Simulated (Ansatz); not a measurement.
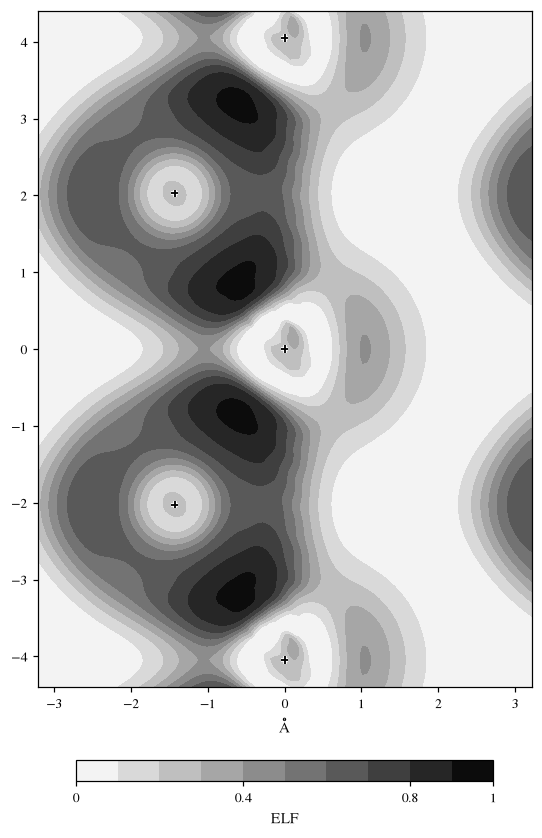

The electron localisation function on a plane through atoms (crosses mark nuclei in the plane).

Theory: Ansatz, DFT PBE, scalar-relativistic, plane waves, PAW.

Candidates:
A. AlAs, a = 5.73 Å, b = 5.73 Å, c = 5.73 Å, α = 90.00°, β = 90.00°, γ = 90.00°. Space group F-43m.
B. ScAl$_{3}$, a = 4.27 Å, b = 4.27 Å, c = 4.27 Å, α = 90.00°, β = 90.00°, γ = 90.00°. Space group Pm-3m; a structure from a database of computed crystals, not necessarily the ambient phase; changed on purpose from its base cell (equal strain along all axes, cell held, atoms relaxed: +4.0 %); computed pressure about −8 GPa in this cell.

> Which candidate gave the map?

Candidate A: AlAs on the (011) plane of the conventional cell, which holds Al and As. Al–As (2.48 Å): the ELF peaks at about 0.90 between the atoms; localised, covalent bonding.
